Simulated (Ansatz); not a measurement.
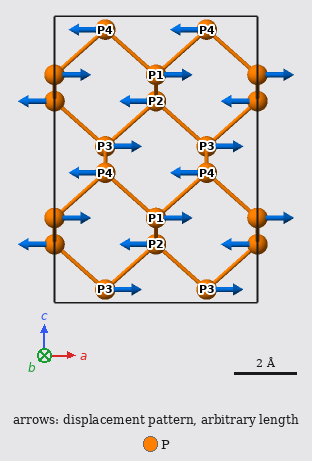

Normal modes of solid P, space group Pmna (No. 53), at the zone centre. The optical levels lie at 127, 186, 227, 349, 432, 437, 442, 469, 472 cm⁻¹. One mode is drawn. The blue arrows are the displacements of the atoms (eigenvector over the root of the mass), of arbitrary overall length and sign. A ball-and-stick model of the 2 × 2 repeat of the cell, outlined in the plane, without the vacuum, seen along the b axis.

Level of theory: DFT PBEsol, scalar-relativistic, plane waves, PAW (Ansatz 0.2.0). Settings: plane-wave cutoff 420 eV; k-point mesh 8 × 1 × 6; occupations gaussian; smearing width 0.05 eV; no spin polarisation.

Frequencies are those without the non-analytic (LO–TO) term.

To which level does it belong?

The level at 442 cm⁻¹. This is the B₂g mode, optical level 7 of 9, counted from below, Raman-active by symmetry. All motion is along a of the drawn cell; atoms of one kind move against one another, with no net shift of their sublattice.

Limits of the set-up: layers or molecules are held without a dispersion correction, so their spacing is unreliable.
